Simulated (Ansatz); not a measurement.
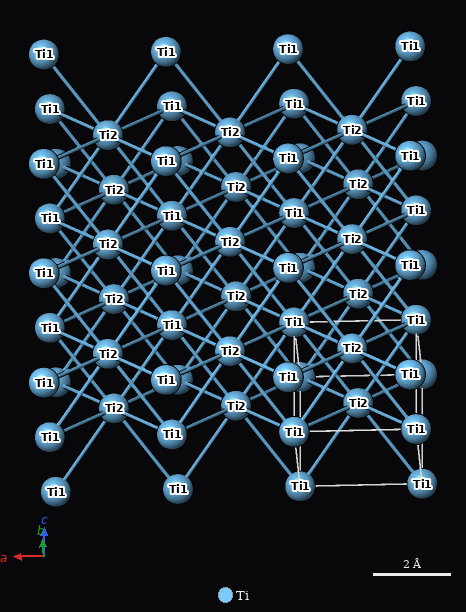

The starting point is a crystal of Ti (set up in Im-3m). The picture is a ball-and-stick view of the cell of the calculation, repeated 3 × 2 × 3 with one cell outlined, seen from a free direction.

All numbers below come from DFT PBEsol, scalar-relativistic, plane waves, PAW in Ansatz. (plane-wave cutoff 420 eV; k-point mesh 16 × 16 × 16; occupations gaussian; smearing width 0.1 eV; no spin polarisation)

Change: Equal strain along all axes, −2.0 %, is applied. Symmetry leaves the atoms no freedom, so this is a single point.

The input:
```yaml
crystal:
  lattice:
    - [3.1460274832, 0.0, 0.0]
    - [0.0, 3.1460274832, 0.0]
    - [0.0, 0.0, 3.1460274832]
  atoms:
    - { symbol: Ti, position: [0.0, 0.0, 0.0] }
    - { symbol: Ti, position: [0.5, 0.5, 0.5] }
basis:
  ecutwfc: 420
kpoints:
  mp_grid: { grid: [16, 16, 16] }
hamiltonian:
  xc: pbesol
scf:
  occupations: { method: gaussian, width: 0.1 }
output:
  forces: true
  stress: true
  eigenvalues: true
```

Launched with:
```bash
ansatz run input.yaml --threads 1 --pin off --max-ram 2560MiB --backend cpu --events-out ev --progress --plain --runs-dir out
```

> What is the effect?

It costs 21.1 meV per atom. The pressure goes from −0.1 to 7.5 GPa. All forces vanish by symmetry. It is metallic before and after. Some distances before and after: Ti–Ti 2.780 → 2.725 Å. The space group stays Im-3m (No. 229).

The changed structure in the same view:

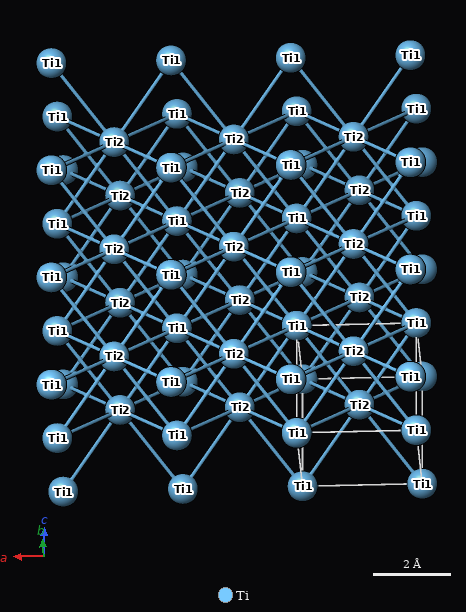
